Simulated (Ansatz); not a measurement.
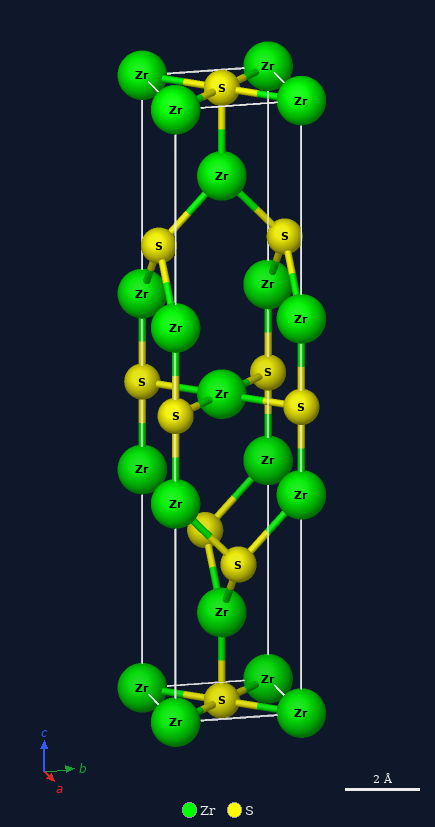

Shown here is a ball-and-stick view of the crystal, taken slightly off an axis. The conventional unit cell is outlined; an atom on or near a face, edge or corner is repeated at each equivalent position. Cell: a = 3.54 Å, b = 3.54 Å, c = 17.33 Å, α = 90.00°, β = 90.00°, γ = 90.00°.

Provenance: a random cell made by a generator, so it need not be a real form of the compound. Earlier steps of the study may have refined or changed the cell and positions. It was run through Ansatz as a DFT input.

### What structure is drawn here?

The formula is Zr3S2. It is body-centred tetragonal, space group I-4m2 (No. 119). There are 10 atoms in the cell: 6 Zr, 4 S. Zr takes two kinds of site: 4e with three S at about 2.5 to 2.6 Å; 2a with four S in a square planar arrangement at about 2.5 Å. S takes two kinds of site: 2c with four Zr at about 2.6 Å; 2b with six Zr in an octahedral arrangement at about 2.5 Å. Not all metal-metal contacts are counted. The bonds build a three-dimensional framework.

Results below were computed with DFT PBE, scalar-relativistic, plane waves, PAW (Ansatz); the settings were a 420 eV plane-wave basis, k-points about 0.18 Å⁻¹ apart, Gaussian smearing of 0.1 eV, no spin polarisation.

### What is the electronic character?

A metal: bands cross the Fermi level.

### What charge does Bader's analysis assign to each element?

Zr +1.03 to +1.07 e; S -1.80 to -1.34 e.

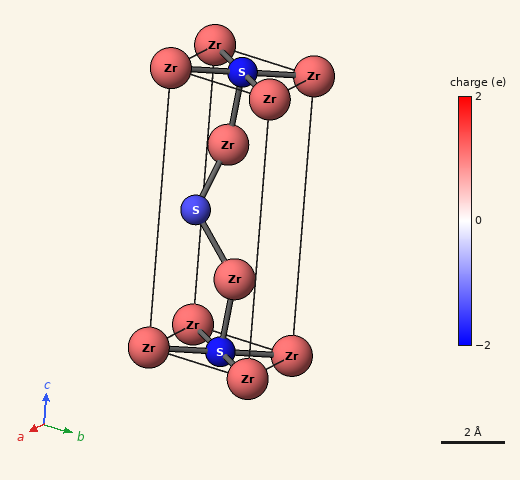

The atoms coloured by those charges. The run's cell of 5 atoms is drawn in a reduced setting, so axes and origin can differ from the first picture.

### Is the structure in equilibrium?

Yes. All forces vanish to within 0.01 eV/Å. The pressure is 0.0 GPa, close to zero.
